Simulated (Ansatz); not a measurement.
Single-point calculation, with input and output: InAs

System: InAs (F-43m, 2 atoms in the cell).
Method: DFT PBE, scalar-relativistic, plane waves, PAW, no spin polarisation (Ansatz 0.2.0).

The structure derives from an entry of the Crystallography Open Database. It belongs to a series of runs on one base structure; here: bulk in the cell of the (1 0 0) plane. Figures and captions count atoms from 1; the log counts them from 0 in places.

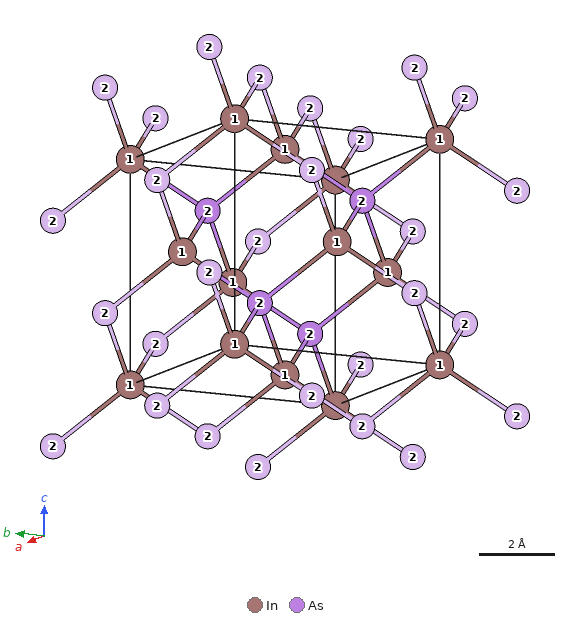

The structure as given in the input (ball-and-stick view of the cell 4 times as large as that of the calculation, set on its symmetry axes, seen at an oblique angle; neighbours outside the cell are drawn fainter; atoms are numbered from 1 in the order of the input). An atom can appear more than once, as a periodic image. Near neighbours in the periodic cell (some may lie outside the picture): In has 4 As at 2.68 Å; As has 4 In at 2.68 Å.

Results in brief:

```csv
quantity,value
outcome,converged
space group (tolerance 0.01 Å),F-43m (216)
electrons treated,28
free energy,−10454.4681 eV
Fermi energy,7.006 eV
gap on the k-point mesh,none (metallic)
pressure,0.00 GPa
largest force (length of the vector),under 0.001 eV/Å
hardware,"1 thread of Arm Neoverse V1, 24 GiB of memory available, shared host"
wall time,25 s
peak memory,0.49 GiB
```

The program warns: the k-point mesh lowers the symmetry that the run can use.

Input:
```yaml
crystal:
  lattice:
    - [4.3746994652, 0.0, 0.0]
    - [0.0, 4.3746994652, 0.0]
    - [2.1873497326, 2.1873497326, 3.0933796575]
  atoms:
    - { symbol: In, position: [0.0, 0.0, 0.0] }
    - { symbol: As, position: [0.75, 0.25, 0.5] }
basis:
  ecutwfc: 420
kpoints:
  mp_grid: { grid: [8, 8, 11] }
hamiltonian:
  xc: pbe
scf:
  occupations: { method: gaussian, width: 0.1 }
output:
  forces: true
  stress: true
  eigenvalues: true
  write_density: true
  write_potential: true
  elf: true
  volumetric_format: npy
```

Command:
```bash
ansatz run input.yaml --threads 1 --pin off --max-ram 2560MiB --backend cpu --events-out ev --progress --plain --runs-dir out
```

Log:
```
Warning: crystal.symmetry: narrowed to the stabiliser of the k-point mesh — unitary ops 24 → 2; excluded 22 operations that carry a point of the 8×8×11 mesh (shift [0, 0, 0]) off the mesh (the run samples exactly the mesh kpoints.mp_grid names, as under crystal.symmetry.detect: false, and its converged state has the mesh's symmetry, not the crystal's; ε∞, the Born charges and the force constants of a linear response (`dielectric:` by the response, `phonons.method: dfpt`) are averaged over those of the crystal's operations that the state keeps within a tolerance, where `mesh_tensors`, `unaveraged_element` or `gamma_mean_max_change_ev_ang2` stands beside them; a row that `dielectric.field_direction` solves alone is averaged likewise, with nothing beside; a Γ-centred mesh of equal divisions is mapped onto itself by every operation and keeps the whole group, as does a half-shifted one under kpoints.further_shifts: images)
Engine: ansatz 0.2.0, aarch64-unknown-linux-gnu
Pseudopotentials: kind: paw
Pseudopotential: In, paw, valence charge 13, recommended cutoff 420 eV (normal), In.paw.azcp
Pseudopotential: As, paw, valence charge 15, recommended cutoff 420 eV (normal), As.paw.azcp
Functional definition: PBE
  parameter kappa = 0.804
  parameter beta = 0.06672455060314922
  exchange = pbe_x(kappa = kappa, mu = beta*pi^2/3)
  correlation = pbe_c(beta = beta)
Crystal: 2 atoms, lattice volume = 59.201 Å³
Basis set: ecut = 420 eV, 1139 PW (Γ), exchange–correlation on 60×60×60 points (8 copies of the dense FFT grid, shifted against one another)
Bands: 18, of which v1, the nominal top of the filled ones, is band 14 counted from 1 (13 counted from 0)
Symmetry: 2 space group operations
k-points: 201 of 704 (time reversal used)
Non-local potential: In, projectors of the file, l = 0: 2, l = 1: 2, l = 2: 2, l = 3: 2
Non-local potential: As, projectors of the file, l = 0: 2, l = 1: 2, l = 2: 3, l = 3: 1
PAW form: soft (Blöchl's): semilocal exchange-correlation on the pseudo side does not see the compensation charge
PAW one-centre angular grid: In, 590 points (default); XC on 64 Gauss nodes
PAW one-centre angular grid: As, 590 points (default); XC on 64 Gauss nodes
Initial density: superposition of atomic densities (neutral atoms: chi_scale 0, normalization atom), corrected by the library's trained network
Initial wavefunctions: pseudopotential atomic-orbital guess
Functional: x = pbe(κ = 0.804, μ = 0.2195149727645171), c = pbe(β = 0.06672455060314922)
SCF iter   1: F=—  HF=-10454.471292 eV  |F-HF|=—  |Δ(HF+E_count)|=         —  Δρ=2.49e-3  dr2=8.24e-3  ethr=1.77e-3  ⟨swp⟩=5.5  Hψ=17546  notcnv=0
preconditioner: auto → none  [insulator: Δε(μ)=0.780 eV  Ē_g=14.455 eV  σ=0.100 eV  W_gap=0.73  n_scr=14 (ndim 8)  ℏωp=20.5 eV  f_vac=0.124  D(μ)=0.06/eV (n_scr^D=0)  ε∞_Penn≈3.0]
SCF iter   2: F=—  HF=-10454.468207 eV  |F-HF|=—  |Δ(HF+E_count)|=   3.09e-3  Δρ=1.00e-3  dr2=7.33e-4  ethr=2.94e-5  ⟨swp⟩=2.0  Hψ=7034  notcnv=0
SCF iter   3: F=—  HF=-10454.468075 eV  |F-HF|=—  |Δ(HF+E_count)|=   1.32e-4  Δρ=3.00e-4  dr2=7.84e-5  ethr=2.62e-6  ⟨swp⟩=2.0  Hψ=5428  notcnv=0
SCF iter   4: F=—  HF=-10454.468131 eV  |F-HF|=—  |Δ(HF+E_count)|=   5.60e-5  Δρ=1.09e-4  dr2=8.96e-6  ethr=2.80e-7  ⟨swp⟩=2.0  Hψ=4421  notcnv=0
SCF iter   5: F=—  HF=-10454.468144 eV  |F-HF|=—  |Δ(HF+E_count)|=   1.28e-5  Δρ=3.39e-5  dr2=8.29e-7  ethr=3.20e-8  ⟨swp⟩=2.0  Hψ=6433  notcnv=0
SCF iter   6: F=-10454.468144 eV  HF=-10454.468144 eV  |F-HF|=7.35e-9  |Δ(HF+E_count)|=   2.46e-7  Δρ=6.19e-6  dr2=1.74e-8  ethr=3.57e-10  ⟨swp⟩=10.6  Hψ=28461  notcnv=0
SCF 1 converged in 6 iterations: F = -10454.468144 eV  dr2 = 1.74e-8
  Residual-converged pass: ⟨swp⟩=1.0  Hψ=4426  notcnv=0  max |occ|·‖R‖ = 7.1e-9 eV (tolerance 1.0e-8 eV)  dr2=1.74e-8  dr2_onsite=4.51e-8  max |Δocc| = 2.1e-11
  greatest PAW one-centre occupation: 0.999 electrons in one spin orbital (limit 2), on the As atom at site 1 (counted from 0), in its partial waves of l = 2
SCF converged after 6 iterations
Free energy (F): -10454.468144 eV
Harris-Foulkes:  -10454.468144 eV  (|F-HF|=7.35e-9)
Internal energy: -10454.467861 eV  (E = F + TS)
E sigma→0 (E₀):  -10454.468003 eV
Entropy (-TS):   -0.000283 eV (-0.141 meV/atom)
Fermi energy:    7.006464 eV
--- Per-component energies (eV) ---
  E_band       = -333.037661
  E_kinetic    = 345.285127
  E_local      = -3366.284167  (includes V_loc(G=0)·N_el)
  E_nonlocal   = -303.381505
  E_hartree    = 1620.585066
  E_xc         = -293.865090
  E_vxc        = -177.698902  (∫ρ·V_xc dr)
  E_paw        = -5990.605474  (= ΣΔE_a)
  E_vpaw       = -72.134257  (= ΣTr[D̂ρ^β])
  E_aug_tail   = 0.000034  (compensation charges beyond the density's cutoff)
  E_ewald      = -2466.201853
  E_smearing   = -0.000283  (= −TS)
  E_closure    = -0.000000  (closes the sum)
  Σ components = -10454.468144   (vs F -10454.468144, Δ=0.00e0)
--- Forces (eV/Å), atoms counted from 1 ---
  atom   1  In    -0.00005440     0.00005440     0.00000000
  atom   2  As     0.00005416    -0.00005416    -0.00000000
  max |Σ_I F_I| component: 2.43e-7 eV/Å
--- Stress (GPa, compression-positive) ---
        0.006974       0.000040       0.001211
        0.000040       0.006974       0.001211
        0.001211       0.001211      -0.015525
  P = ⅓ Tr σ = -0.0005 GPa (-0.005 kbar)
--- Band table (eV; the first three rows and the last of 201) ---
  k-point 0: bands = ["-27.9390", "-27.9390", "-27.9387", "-27.9331", "-27.9327", "-7.2995", "-7.2995", "-7.2993", "-7.1999", "-7.1996", "-4.4802", "6.4187", "6.9629", "6.9631", "6.9632", "10.8447", "10.8447", "10.8448"]
  k-point 1: bands = ["-27.9390", "-27.9390", "-27.9388", "-27.9331", "-27.9327", "-7.3128", "-7.2946", "-7.2946", "-7.2017", "-7.1983", "-4.3791", "5.3838", "6.6928", "6.6928", "7.9968", "10.4574", "11.2334", "11.2334"]
  k-point 2: bands = ["-27.9390", "-27.9389", "-27.9388", "-27.9331", "-27.9326", "-7.3465", "-7.2813", "-7.2813", "-7.2071", "-7.1945", "-4.0898", "4.1753", "6.1216", "6.1216", "9.0713", "9.7720", "12.1578", "12.1578"]
  k-point 200: bands = ["-27.9393", "-27.9386", "-27.9384", "-27.9329", "-27.9326", "-7.4408", "-7.2375", "-7.2364", "-7.2267", "-7.1829", "-2.7433", "1.4243", "4.8124", "4.8182", "8.7503", "9.1247", "15.3670", "15.4415"]
```

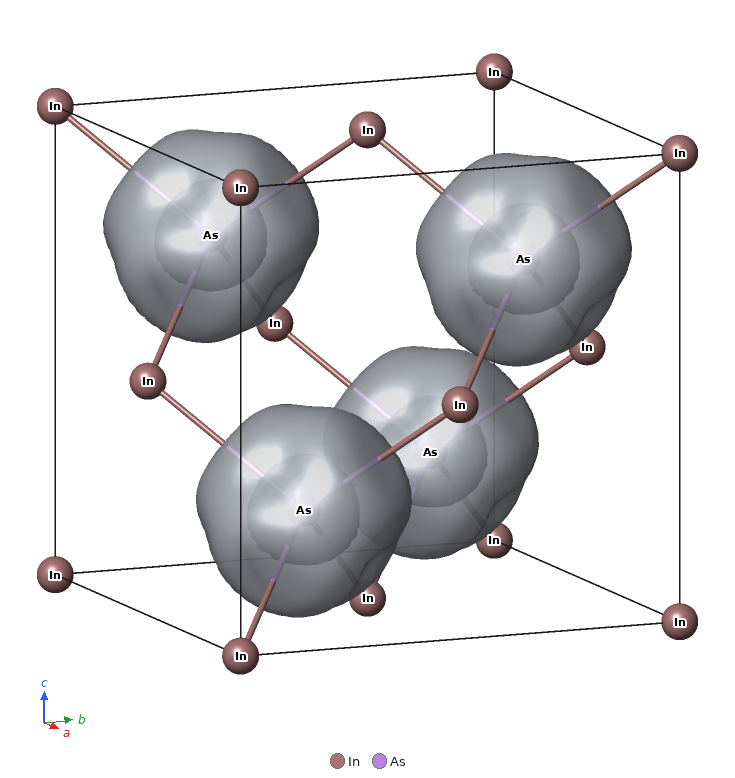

Isosurface of the electron localisation function at 0.6 (grey), seen slightly off an axis. Only the valence region is drawn (cores and ρ < 0.01 e/Å³ removed). Sticks mark near contacts. The outline is the cell set on symmetry axes. Profiles from the grid: In–As (2.68 Å): the ELF peaks at about 0.75 between the atoms (a covalent bond). The fields are those of the smooth PAW valence density.

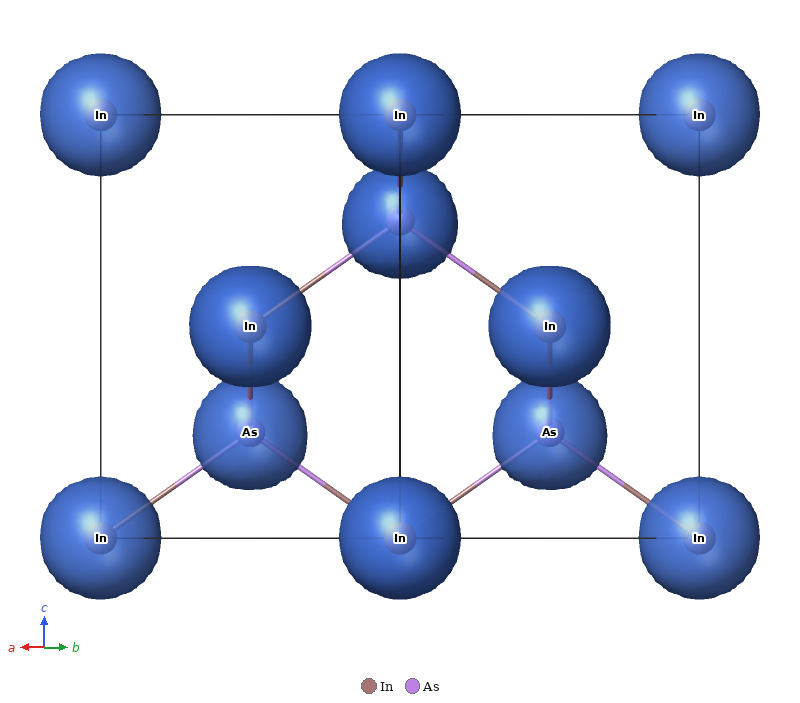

Isosurface of the valence pseudo-density at 0.8 e/Å³ (blue), seen along [110]. Sticks mark near contacts. The outline is the cell set on symmetry axes. At this value the density breaks into separate islands; it holds about 70 % of the electrons treated as valence (semicore included). It is pinched off along the In–As (2.68 Å) contacts. On the grid the lowest density along these lines, outside the cores, is 0.38 e/Å³ (In–As, 2.68 Å).
